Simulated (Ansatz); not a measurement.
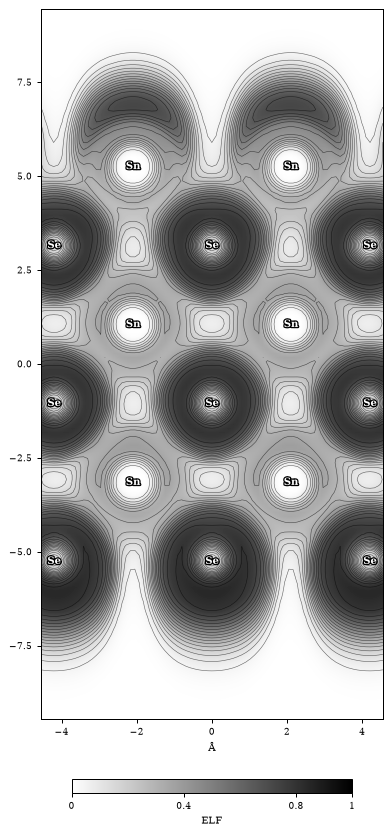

SnSe (slab). ELF on the (010) plane of the calculation cell, a cut from vacuum to vacuum.

Not relaxed (largest force 0.9 eV/Å).

Computed with DFT PBEsol, scalar-relativistic, plane waves, PAW (Ansatz).

Q: Describe what can be read from this map.

A: The section cuts through Se and Sn sites.
Sn–Se (2.97 Å): the ELF is about 0.45 at the midpoint and 0.30 at its lowest between the atoms.

Q: Does the calculation make it a metal, or give it a gap?

A: It is gapped, with a Kohn–Sham gap of 0.31 eV on the k-point mesh (the band edges may lie off the mesh, which would make the gap smaller).
